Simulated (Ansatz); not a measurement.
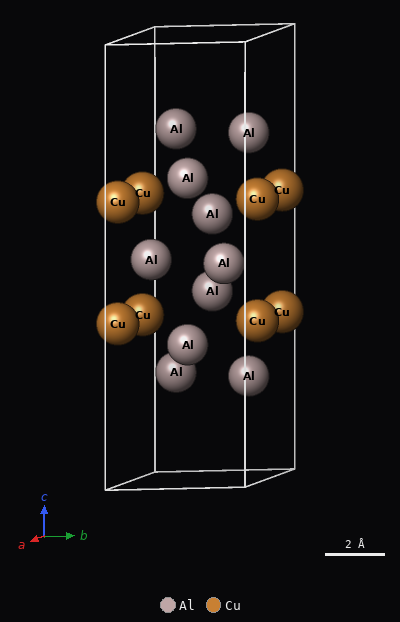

**Figure 1.** The input geometry (spheres-only view of the cell of the calculation, with the vacuum cut short, seen slightly off an axis). An atom can appear more than once, as a periodic image.

**Geometry relaxation, with input and output: Al5Cu2 (part 1 of 2)**

Al5Cu2 (slab, 14 atoms in the cell), computed with DFT PBE+D3(BJ), scalar-relativistic, plane waves, PAW, no spin polarisation (Ansatz 0.2.0).

The structure derives from an entry of the Crystallography Open Database. The input holds or restrains some coordinates. Forces given for the steps count only the free coordinates. It belongs to a series of runs on one base structure; here: clean slab, lower half held.

## Input
```yaml
crystal:
  lattice:
    - [4.8103827296, 0.0, 0.0]
    - [-2.4051913648, 4.217481682, 0.0]
    - [0.0, 0.0, 25.4349633639]
  atoms:
    - { symbol: Al, position: [0.4082048451, 0.8164096903, 0.3341856593] }
    - { symbol: Al, position: [0.0917951549, 0.1835903097, 0.3341856593] }
    - { symbol: Al, position: [0.75, 0.5, 0.3866509235] }
    - { symbol: Cu, position: [0.75, 0.0, 0.4170928296] }
    - { symbol: Cu, position: [0.25, 0.0, 0.4170928296] }
    - { symbol: Al, position: [0.25, 0.5, 0.4475347358] }
    - { symbol: Al, position: [0.9082048451, 0.8164096903, 0.5] }
    - { symbol: Al, position: [0.5917951549, 0.1835903097, 0.5] }
    - { symbol: Al, position: [0.25, 0.5, 0.5524652642] }
    - { symbol: Cu, position: [0.25, 0.0, 0.5829071704] }
    - { symbol: Cu, position: [0.75, 0.0, 0.5829071704] }
    - { symbol: Al, position: [0.75, 0.5, 0.6133490765] }
    - { symbol: Al, position: [0.4082048451, 0.8164096903, 0.6658143407] }
    - { symbol: Al, position: [0.0917951549, 0.1835903097, 0.6658143407] }
basis:
  ecutwfc: 420
kpoints:
  mp_grid: { grid: [7, 7, 1] }
hamiltonian:
  xc: pbe
  dispersion: d3bj
scf:
  occupations: { method: gaussian, width: 0.1 }
output:
  forces: true
  eigenvalues: true
  write_density: true
  write_potential: true
  elf: true
  volumetric_format: npy
relax:
  adjacent_minimum: "off"
  f_tol: 0.03
  max_steps: 70
  constraints: [{ sites: [0, 1, 2, 3, 4, 5] }]
efield:
  axis: 3
  dipole_correction: true
  ramp_width: 0.04
```

Run on 2 threads of Intel Xeon @ 2.50GHz (Skylake/Cascade Lake), 64 GiB of memory available, shared host.

Launch command:
```bash
ansatz run input.yaml --threads 2 --pin off --max-ram 5120MiB --backend cpu --events-out ev --progress --plain --runs-dir out
```

## Log
```
Engine: ansatz 0.2.0, x86_64-unknown-linux-gnu
Pseudopotentials: kind: paw
Pseudopotential: Al, paw, valence charge 3, recommended cutoff 420 eV (normal), Al.paw.azcp
Pseudopotential: Cu, paw, valence charge 19, recommended cutoff 420 eV (normal), Cu.paw.azcp
Functional definition: PBE
  parameter kappa = 0.804
  parameter beta = 0.06672455060314922
  exchange = pbe_x(kappa = kappa, mu = beta*pi^2/3)
  correlation = pbe_c(beta = beta)
Crystal: 14 atoms, lattice volume = 516.017 Å³
Basis set: ecut = 420 eV, 10023 PW (Γ), exchange–correlation on 72×72×360 points (8 copies of the dense FFT grid, shifted against one another)
Bands: 67, of which v1, the nominal top of the filled ones, is band 53 counted from 1 (52 counted from 0)
Symmetry: 4 space group operations
k-points: 16 of 49
Non-local potential: Al, projectors of the file, l = 0: 2, l = 1: 2, l = 2: 1
Non-local potential: Cu, projectors of the file, l = 0: 3, l = 1: 2, l = 2: 3, l = 3: 1
PAW form: soft (Blöchl's): semilocal exchange-correlation on the pseudo side does not see the compensation charge
PAW one-centre angular grid: Al, 110 points (default); XC on 64 Gauss nodes
PAW one-centre angular grid: Cu, 590 points (default); XC on 64 Gauss nodes
Initial density: superposition of atomic densities (neutral atoms: chi_scale 0, normalization atom), corrected by the library's trained network
Initial wavefunctions: pseudopotential atomic-orbital guess
Functional: x = pbe(κ = 0.804, μ = 0.2195149727645171), c = pbe(β = 0.06672455060314922)
SCF iter   1: F=—  HF=-31879.423489 eV  |F-HF|=—  |Δ(HF+E_count)|=         —  Δρ=2.43e-3  dr2=9.18e-2  ethr=1.77e-3  p=0.000 e·Å  D=1.47e-13 V/Å  ΔV_dip=-0.00 eV  dr2_dipole=3.46e-7  V_vac-E_F(+/−)=4.21/4.21 eV  ⟨swp⟩=9.4  Hψ=5194  notcnv=0  defer=12
efield: sawtooth ramp at fractional position 0.9800 (placed from the atoms, in the widest stretch of the axis that holds none; the zero of the levels goes with the place), width 0.0400; the density the first Hamiltonian is built on has a dipole p = 0.000 e·Å; the dipole correction subtracts the counter field D = 1.47e-13 V/Å, which shifts the + side's vacuum level by -0.00 eV against the − side's; the planar-averaged density in the ramp window peaks in size at 8.4e-6 e/Å³
preconditioner: auto → LDOS  [metal: Δε(μ)=0.025 eV  Ē_g=6.780 eV  σ=0.100 eV  W_gap=0.14  n_scr=82 (ndim 8)  ℏωp=14.1 eV  f_vac=0.522  D(μ)=6.30/eV (n_scr^D=12)  β→1.0]
SCF iter   2: F=—  HF=-31879.436985 eV  |F-HF|=—  |Δ(HF+E_count)|=   1.35e-2  Δρ=4.31e-3  dr2=5.95e-2  ethr=8.66e-5  p=-0.000 e·Å  D=-3.47e-5 V/Å  ΔV_dip=0.00 eV  dr2_dipole=3.03e-7  V_vac-E_F(+/−)=4.37/4.37 eV  ⟨swp⟩=2.1  Hψ=1943  notcnv=0  defer=76
SCF iter   3: F=—  HF=-31879.427998 eV  |F-HF|=—  |Δ(HF+E_count)|=   8.99e-3  Δρ=1.69e-3  dr2=9.91e-3  ethr=5.61e-5  p=-0.000 e·Å  D=-2.08e-5 V/Å  ΔV_dip=0.00 eV  dr2_dipole=1.12e-7  V_vac-E_F(+/−)=4.36/4.36 eV  ⟨swp⟩=2.0  Hψ=1607  notcnv=0  defer=76
SCF iter   4: F=—  HF=-31879.426196 eV  |F-HF|=—  |Δ(HF+E_count)|=   1.80e-3  Δρ=2.56e-4  dr2=5.12e-4  ethr=9.35e-6  p=-0.000 e·Å  D=-8.19e-6 V/Å  ΔV_dip=0.00 eV  dr2_dipole=1.48e-8  V_vac-E_F(+/−)=4.36/4.36 eV  ⟨swp⟩=2.2  Hψ=1606  notcnv=0  defer=76
SCF iter   5: F=—  HF=-31879.426163 eV  |F-HF|=—  |Δ(HF+E_count)|=   3.37e-5  Δρ=5.83e-5  dr2=9.00e-5  ethr=4.83e-7  p=-0.000 e·Å  D=-2.66e-6 V/Å  ΔV_dip=0.00 eV  dr2_dipole=5.67e-10  V_vac-E_F(+/−)=4.36/4.36 eV  ⟨swp⟩=2.5  Hψ=1999  notcnv=0  defer=76
SCF iter   6: F=-31879.426153 eV  HF=-31879.426170 eV  |F-HF|=1.71e-5  |Δ(HF+E_count)|=   7.20e-6  Δρ=5.63e-5  dr2=1.82e-5  ethr=2.12e-8  p=-0.000 e·Å  D=-6.31e-7 V/Å  ΔV_dip=0.00 eV  dr2_dipole=2.90e-11  V_vac-E_F(+/−)=4.36/4.36 eV  ⟨swp⟩=23.7  Hψ=12121  notcnv=0
SCF 1 converged in 6 iterations: F = -31879.426153 eV  dr2 = 1.82e-5
  greatest PAW one-centre occupation: 1.000 electrons in one spin orbital (limit 2), on the Cu atom at site 10 (counted from 0), in its partial waves of l = 0
relax step   1: F+E_penalty+E_count = -31879.42615275 eV  Δ(F+E_penalty+E_count) = +0.000e0 eV  max|allowed force component| = 2.267e-1 eV/Å  Δτ_max = 0.0000 Å  (6 SCF iters, dr2 threshold 2.25e-5 eV, accepted)
Initial density: handed on by an earlier stage of this run
Initial wavefunctions: those handed on with the density
iter 1 solved again at ethr=2.62e-5 eV; its pass at ethr=3.10e-3 eV (dr2=2.77e-2 eV) is discarded
SCF iter   1: F=—  HF=-31879.455928 eV  |F-HF|=—  |Δ(HF+E_count)|=         —  Δρ=1.40e-3  dr2=2.87e-2  ethr=2.62e-5  p=-0.000 e·Å  D=-3.85e-7 V/Å  ΔV_dip=0.00 eV  dr2_dipole=2.55e-3  V_vac-E_F(+/−)=4.35/4.35 eV  ⟨swp⟩=2.0  Hψ=3426  notcnv=0  defer=99
efield: sawtooth ramp at fractional position 0.9800 (handed on by an earlier solve), width 0.0400; the density the first Hamiltonian is built on has a dipole p = -0.000 e·Å; the dipole correction subtracts the counter field D = -3.85e-7 V/Å, which shifts the + side's vacuum level by +0.00 eV against the − side's; the planar-averaged density in the ramp window peaks in size at 5.0e-6 e/Å³
preconditioner: auto → LDOS  [metal: Δε(μ)=0.024 eV  Ē_g=6.737 eV  σ=0.100 eV  W_gap=0.14  n_scr=82 (ndim 8)  ℏωp=14.1 eV  f_vac=0.518  D(μ)=6.50/eV (n_scr^D=18)  β→1.0]
SCF iter   2: F=—  HF=-31879.452154 eV  |F-HF|=—  |Δ(HF+E_count)|=   3.77e-3  Δρ=1.03e-3  dr2=6.85e-3  ethr=2.62e-5  p=-0.001 e·Å  D=-3.29e-4 V/Å  ΔV_dip=0.01 eV  dr2_dipole=4.46e-4  V_vac-E_F(+/−)=4.37/4.36 eV  ⟨swp⟩=2.1  Hψ=1592  notcnv=0  defer=99
SCF iter   3: F=—  HF=-31879.452518 eV  |F-HF|=—  |Δ(HF+E_count)|=   3.64e-4  Δρ=1.39e-3  dr2=6.17e-3  ethr=6.46e-6  p=0.000 e·Å  D=1.72e-4 V/Å  ΔV_dip=-0.00 eV  dr2_dipole=1.12e-4  V_vac-E_F(+/−)=4.36/4.36 eV  ⟨swp⟩=2.0  Hψ=1820  notcnv=0  defer=99
SCF iter   4: F=—  HF=-31879.451373 eV  |F-HF|=—  |Δ(HF+E_count)|=   1.14e-3  Δρ=1.53e-4  dr2=2.77e-4  ethr=5.82e-6  p=0.000 e·Å  D=1.69e-4 V/Å  ΔV_dip=-0.00 eV  dr2_dipole=1.06e-5  V_vac-E_F(+/−)=4.36/4.36 eV  ⟨swp⟩=2.0  Hψ=1344  notcnv=0  defer=99
SCF iter   5: F=—  HF=-31879.451325 eV  |F-HF|=—  |Δ(HF+E_count)|=   4.79e-5  Δρ=5.63e-5  dr2=4.04e-5  ethr=2.61e-7  p=0.000 e·Å  D=1.03e-4 V/Å  ΔV_dip=-0.00 eV  dr2_dipole=6.26e-6  V_vac-E_F(+/−)=4.36/4.36 eV  ⟨swp⟩=2.1  Hψ=1595  notcnv=0  defer=99
iter 6 did not close the SCF: its close was put off until two iterations running show no level that it waits for move by more than its bar (scf_convergence_deferred on its scf_iter line)
SCF iter   6: F=-31879.451322 eV  HF=-31879.451324 eV  |F-HF|=1.63e-6  |Δ(HF+E_count)|=   1.32e-6  Δρ=1.67e-5  dr2=2.17e-6  ethr=3.03e-9  p=0.000 e·Å  D=1.02e-4 V/Å  ΔV_dip=-0.00 eV  dr2_dipole=3.53e-7  V_vac-E_F(+/−)=4.36/4.36 eV  ⟨swp⟩=22.1  Hψ=11281  notcnv=0
SCF iter   7: F=-31879.451323 eV  HF=-31879.451324 eV  |F-HF|=1.41e-6  |Δ(HF+E_count)|=   4.20e-7  Δρ=1.85e-5  dr2=1.29e-6  ethr=2.05e-9  p=0.000 e·Å  D=1.05e-4 V/Å  ΔV_dip=-0.00 eV  dr2_dipole=7.97e-8  V_vac-E_F(+/−)=4.36/4.36 eV  ⟨swp⟩=11.1  Hψ=9035  notcnv=0
SCF 2 converged in 7 iterations: F = -31879.451323 eV  dr2 = 1.29e-6
relax step   2: F+E_penalty+E_count = -31879.45132283 eV  Δ(F+E_penalty+E_count) = -2.517e-2 eV  max|allowed force component| = 1.760e-1 eV/Å  Δτ_max = 0.0598 Å  (7 SCF iters, dr2 threshold 3.21e-6 eV, accepted)
SCF iter   1: F=—  HF=-31879.463855 eV  |F-HF|=—  |Δ(HF+E_count)|=         —  Δρ=8.20e-4  dr2=1.07e-2  ethr=2.02e-4  p=0.000 e·Å  D=1.05e-4 V/Å  ΔV_dip=-0.00 eV  dr2_dipole=2.38e-5  V_vac-E_F(+/−)=4.35/4.35 eV  ⟨swp⟩=3.1  Hψ=2172  notcnv=0  defer=98
efield: sawtooth ramp at fractional position 0.9800 (handed on by an earlier solve), width 0.0400; the density the first Hamiltonian is built on has a dipole p = 0.000 e·Å; the dipole correction subtracts the counter field D = 1.05e-4 V/Å, which shifts the + side's vacuum level by -0.00 eV against the − side's; the planar-averaged density in the ramp window peaks in size at 5.3e-6 e/Å³
preconditioner: auto → LDOS  [metal: Δε(μ)=0.020 eV  Ē_g=6.710 eV  σ=0.100 eV  W_gap=0.11  n_scr=82 (ndim 8)  ℏωp=14.1 eV  f_vac=0.517  D(μ)=6.37/eV (n_scr^D=14)  β→1.0]
SCF iter   2: F=—  HF=-31879.463025 eV  |F-HF|=—  |Δ(HF+E_count)|=   8.29e-4  Δρ=1.24e-3  dr2=6.03e-3  ethr=1.01e-5  p=0.002 e·Å  D=6.84e-4 V/Å  ΔV_dip=-0.02 eV  dr2_dipole=2.98e-4  V_vac-E_F(+/−)=4.35/4.37 eV  ⟨swp⟩=2.3  Hψ=2037  notcnv=0  defer=98
SCF iter   3: F=—  HF=-31879.462816 eV  |F-HF|=—  |Δ(HF+E_count)|=   2.10e-4  Δρ=1.12e-3  dr2=4.26e-3  ethr=5.69e-6  p=0.003 e·Å  D=8.97e-4 V/Å  ΔV_dip=-0.02 eV  dr2_dipole=1.99e-4  V_vac-E_F(+/−)=4.34/4.36 eV  ⟨swp⟩=2.0  Hψ=1711  notcnv=0  defer=98
SCF iter   4: F=—  HF=-31879.462131 eV  |F-HF|=—  |Δ(HF+E_count)|=   6.84e-4  Δρ=3.14e-4  dr2=4.33e-4  ethr=4.01e-6  p=0.003 e·Å  D=9.92e-4 V/Å  ΔV_dip=-0.03 eV  dr2_dipole=5.27e-5  V_vac-E_F(+/−)=4.34/4.36 eV  ⟨swp⟩=2.0  Hψ=1309  notcnv=0  defer=98
SCF iter   5: F=—  HF=-31879.462064 eV  |F-HF|=—  |Δ(HF+E_count)|=   6.77e-5  Δρ=1.32e-4  dr2=7.85e-5  ethr=4.09e-7  p=0.003 e·Å  D=1.01e-3 V/Å  ΔV_dip=-0.03 eV  dr2_dipole=8.87e-6  V_vac-E_F(+/−)=4.34/4.36 eV  ⟨swp⟩=2.0  Hψ=1423  notcnv=0  defer=98
SCF iter   6: F=—  HF=-31879.462056 eV  |F-HF|=—  |Δ(HF+E_count)|=   8.03e-6  Δρ=2.16e-5  dr2=1.97e-6  ethr=7.41e-8  p=0.003 e·Å  D=1.05e-3 V/Å  ΔV_dip=-0.03 eV  dr2_dipole=1.84e-7  V_vac-E_F(+/−)=4.34/4.36 eV  ⟨swp⟩=2.1  Hψ=1555  notcnv=0  defer=98
SCF iter   7: F=-31879.462055 eV  HF=-31879.462056 eV  |F-HF|=4.78e-7  |Δ(HF+E_count)|=   5.28e-8  Δρ=1.22e-5  dr2=5.97e-7  ethr=1.83e-9  p=0.003 e·Å  D=1.06e-3 V/Å  ΔV_dip=-0.03 eV  dr2_dipole=3.41e-8  V_vac-E_F(+/−)=4.34/4.36 eV  ⟨swp⟩=22.4  Hψ=11395  notcnv=0
SCF 3 converged in 7 iterations: F = -31879.462055 eV  dr2 = 5.97e-7
  greatest PAW one-centre occupation: 1.000 electrons in one spin orbital (limit 2), on the Cu atom at site 9 (counted from 0), in its partial waves of l = 0
relax step   3: F+E_penalty+E_count = -31879.46205524 eV  Δ(F+E_penalty+E_count) = -1.073e-2 eV  max|allowed force component| = 3.364e-2 eV/Å  Δτ_max = 0.0715 Å  (7 SCF iters, dr2 threshold 1.94e-6 eV, accepted)
SCF iter   1: F=—  HF=-31879.462891 eV  |F-HF|=—  |Δ(HF+E_count)|=         —  Δρ=3.95e-4  dr2=6.49e-4  ethr=5.83e-6  p=0.003 e·Å  D=1.06e-3 V/Å  ΔV_dip=-0.03 eV  dr2_dipole=4.24e-7  V_vac-E_F(+/−)=4.34/4.36 eV  ⟨swp⟩=2.8  Hψ=2137  notcnv=0  defer=93
efield: sawtooth ramp at fractional position 0.9800 (handed on by an earlier solve), width 0.0400; the density the first Hamiltonian is built on has a dipole p = 0.003 e·Å; the dipole correction subtracts the counter field D = 1.06e-3 V/Å, which shifts the + side's vacuum level by -0.03 eV against the − side's; the planar-averaged density in the ramp window peaks in size at 5.5e-6 e/Å³
preconditioner: auto → LDOS  [metal: Δε(μ)=0.021 eV  Ē_g=6.710 eV  σ=0.100 eV  W_gap=0.12  n_scr=82 (ndim 8)  ℏωp=14.1 eV  f_vac=0.517  D(μ)=6.48/eV (n_scr^D=18)  β→1.0]
SCF iter   2: F=—  HF=-31879.462690 eV  |F-HF|=—  |Δ(HF+E_count)|=   2.01e-4  Δρ=1.69e-4  dr2=3.43e-4  ethr=6.12e-7  p=0.003 e·Å  D=1.21e-3 V/Å  ΔV_dip=-0.03 eV  dr2_dipole=1.24e-5  V_vac-E_F(+/−)=4.33/4.36 eV  ⟨swp⟩=3.1  Hψ=2307  notcnv=0  defer=93
SCF iter   3: F=—  HF=-31879.462653 eV  |F-HF|=—  |Δ(HF+E_count)|=   3.74e-5  Δρ=9.56e-5  dr2=3.29e-5  ethr=3.24e-7  p=0.003 e·Å  D=1.12e-3 V/Å  ΔV_dip=-0.03 eV  dr2_dipole=8.91e-11  V_vac-E_F(+/−)=4.33/4.36 eV  ⟨swp⟩=2.0  Hψ=1566  notcnv=0  defer=93
SCF iter   4: F=—  HF=-31879.462616 eV  |F-HF|=—  |Δ(HF+E_count)|=   3.71e-5  Δρ=9.44e-5  dr2=2.82e-5  ethr=3.10e-8  p=0.003 e·Å  D=1.13e-3 V/Å  ΔV_dip=-0.03 eV  dr2_dipole=7.43e-9  V_vac-E_F(+/−)=4.33/4.36 eV  ⟨swp⟩=2.5  Hψ=1801  notcnv=0  defer=93
SCF iter   5: F=—  HF=-31879.462612 eV  |F-HF|=—  |Δ(HF+E_count)|=   3.43e-6  Δρ=4.25e-5  dr2=5.76e-6  ethr=2.66e-8  p=0.003 e·Å  D=1.14e-3 V/Å  ΔV_dip=-0.03 eV  dr2_dipole=1.98e-8  V_vac-E_F(+/−)=4.33/4.36 eV  ⟨swp⟩=2.1  Hψ=1240  notcnv=0  defer=93
SCF iter   6: F=—  HF=-31879.462612 eV  |F-HF|=—  |Δ(HF+E_count)|=   4.50e-7  Δρ=1.18e-5  dr2=4.76e-7  ethr=5.44e-9  p=0.003 e·Å  D=1.14e-3 V/Å  ΔV_dip=-0.03 eV  dr2_dipole=1.90e-9  V_vac-E_F(+/−)=4.33/4.36 eV  ⟨swp⟩=2.1  Hψ=1460  notcnv=0  defer=93
SCF iter   7: F=-31879.462612 eV  HF=-31879.462612 eV  |F-HF|=1.35e-8  |Δ(HF+E_count)|=   1.75e-8  Δρ=3.01e-6  dr2=3.66e-8  ethr=9.43e-11  p=0.003 e·Å  D=1.14e-3 V/Å  ΔV_dip=-0.03 eV  dr2_dipole=2.20e-9  V_vac-E_F(+/−)=4.33/4.36 eV  ⟨swp⟩=18.3  Hψ=9707  notcnv=0
SCF 4 converged in 7 iterations: F = -31879.462612 eV  dr2 = 3.66e-8
relax step   4: F+E_penalty+E_count = -31879.46261169 eV  Δ(F+E_penalty+E_count) = -5.564e-4 eV  max|allowed force component| = 9.691e-3 eV/Å  Δτ_max = 0.0166 Å  (7 SCF iters, accepted)
```

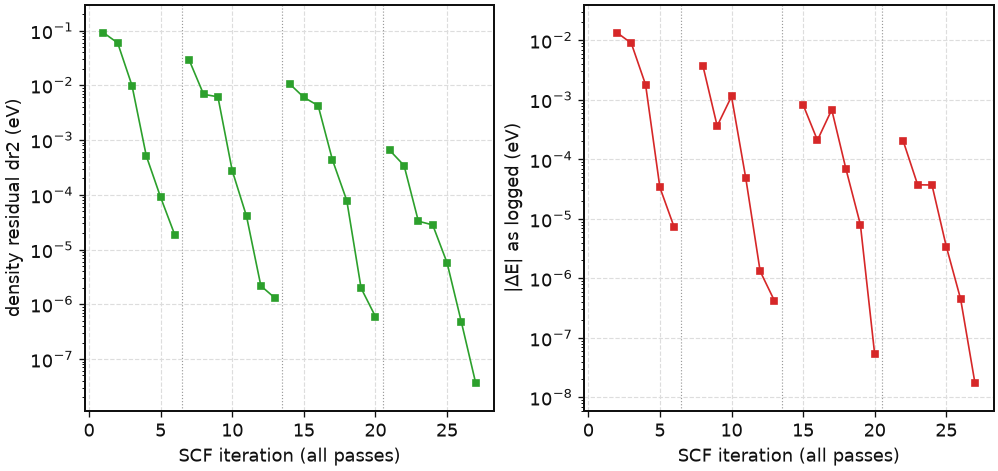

**Figure 2.** Convergence of the self-consistent field: density residual dr2 and size of the energy change against the SCF iteration. The dotted lines part the SCF passes of the relaxation: geometry steps, rejected trials and re-solves on a re-selected basis. The passes take 6, 7, 7 and 7 iterations.

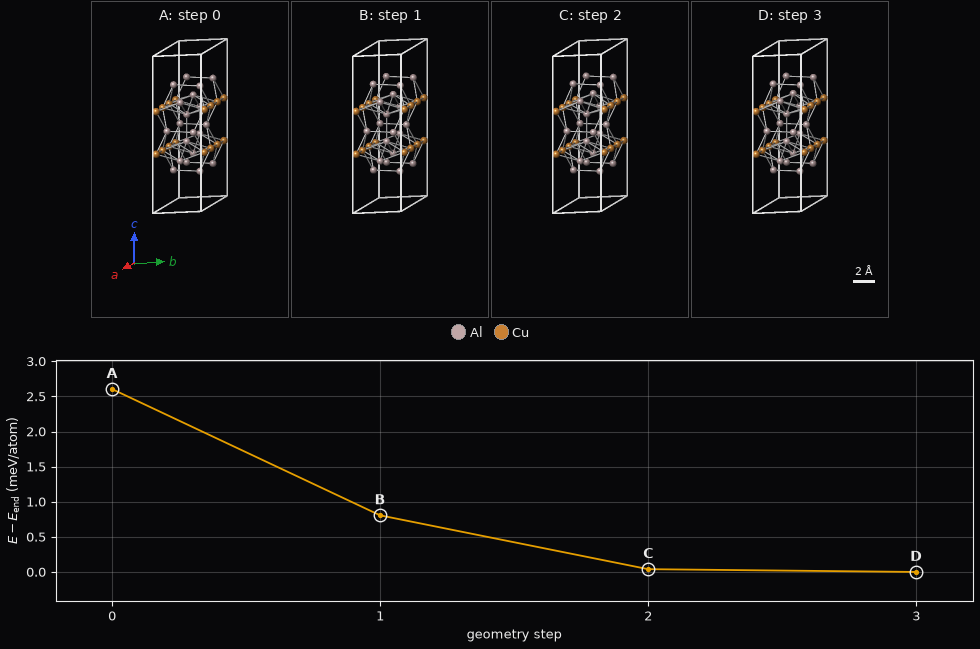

**Figure 3.** Frames of the restrained relaxation (ball-and-stick view of the 2 × 1 repeat of the cell, with the vacuum cut short, seen slightly off an axis) above the curves, on which the letters mark them (the first geometry is step 0 here and step 1 in the log).

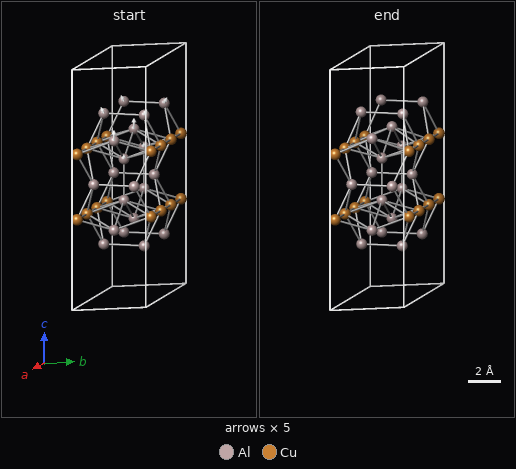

**Figure 4.** Before (left) and after (right) the restrained relaxation, at one scale (ball-and-stick view of the 2 × 1 repeat of the cell, with the vacuum cut short, seen slightly off an axis). The white arrows give the displacements, magnified 5 times. Al12 moves most: 0.15 Å. By element the largest moves are Al 0.15 Å, Cu 0.01 Å. The cell doesn't change. Among the contacts that change: Al13–Al14 2.669 → 2.748 Å, Al6–Al9 2.669 → 2.728 Å, Cu10–Al13 2.548 → 2.599 Å, Al9–Al12 2.861 → 2.909 Å. Among the angles that change: Cu10–Al12–Cu10 144.6° → 138.7°, Cu10–Al12–Cu11 111.7° → 108.7°, Al9–Al12–Al9 114.4° → 111.6°. After 3 geometry steps the energy has fallen by 2.6 meV per atom. Largest force component: 0.23 eV/Å at the start, 0.0097 eV/Å at the end. (Atoms are counted from 1 in the order of the input.)
